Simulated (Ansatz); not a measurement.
Input of the run:

```yaml
crystal:
  lattice:
    - [2.49824, 0.0, 0.0]
    - [-1.24912, 2.1635393048, 0.0]
    - [0.0, 0.0, 6.6357]
  atoms:
    - { symbol: "N", position: [0.6666666667, 0.3333333333, 0.25] }
    - { symbol: "N", position: [0.3333333333, 0.6666666667, 0.75] }
    - { symbol: B, position: [0.6666666667, 0.3333333333, 0.75] }
    - { symbol: B, position: [0.3333333333, 0.6666666667, 0.25] }
hamiltonian:
  xc: pbesol
  pseudopotentials: { kind: paw }
kpoints:
  mp_grid: { grid: [12, 12, 4] }
  band_path:
    path:
      - [[0.0, 0.0, 0.0], [0.5, 0.0, 0.0], [0.3333333333, 0.3333333333, 0.0], [0.0, 0.0, 0.0], [0.0, 0.0, 0.5], [0.5, 0.0, 0.5], [0.3333333333, 0.3333333333, 0.5], [0.0, 0.0, 0.5]]
      - [[0.5, 0.0, 0.5], [0.5, 0.0, 0.0]]
      - [[0.3333333333, 0.3333333333, 0.0], [0.3333333333, 0.3333333333, 0.5]]
    npoints: 14
scf:
  occupations: { method: fermi_dirac, width: 0.05 }
  n_extra_bands: 10
output:
  forces: true
  stress: true
  eigenvalues: true
  fatbands: false
  write_density: true
  write_potential: true
  elf: true
  volumetric_format: npy
```

System: layered hexagonal BN, space group P6_3/mmc, 4 atoms in the cell.

Ansatz; PBEsol, Ansatz PAW, no spin polarisation, no spin-orbit coupling, 12×12×4 k mesh, 420 eV cutoff, Fermi-Dirac smearing of 0.05 eV.

Predict the main features of the band structure and density of states. The path is Γ–M–K–Γ–A–L–H–A|L–M|K–H.

An insulator. The gap along this path is 4.15 eV and indirect, from the valence-band top between K and Γ to the conduction-band bottom at M; the smallest direct gap is 4.60 eV, at H. At H the top valence band lies only 0.04 eV lower. The direct gaps are 5.60 eV at L, 6.32 eV at Γ and 4.91 eV at K.

The PAW data sets were made with another functional. LDA, GGA and most meta-GGA functionals understate gaps.

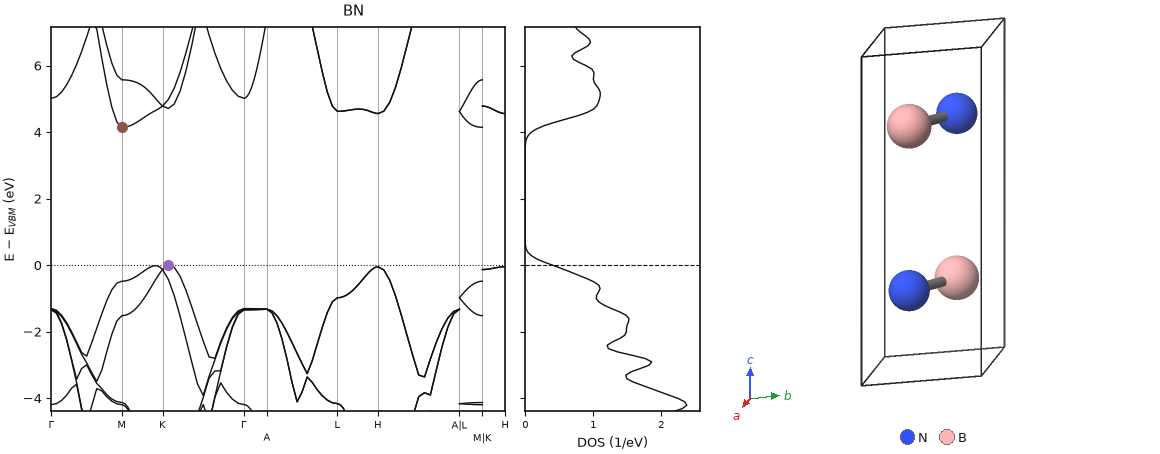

Band structure and density of states, beside the structure. Energies are counted from the top of the valence band. The DOS curve is built from the levels of the k mesh with Gaussians 0.55 eV wide, which also blur the band edges; ripples of that width can come from the mesh.
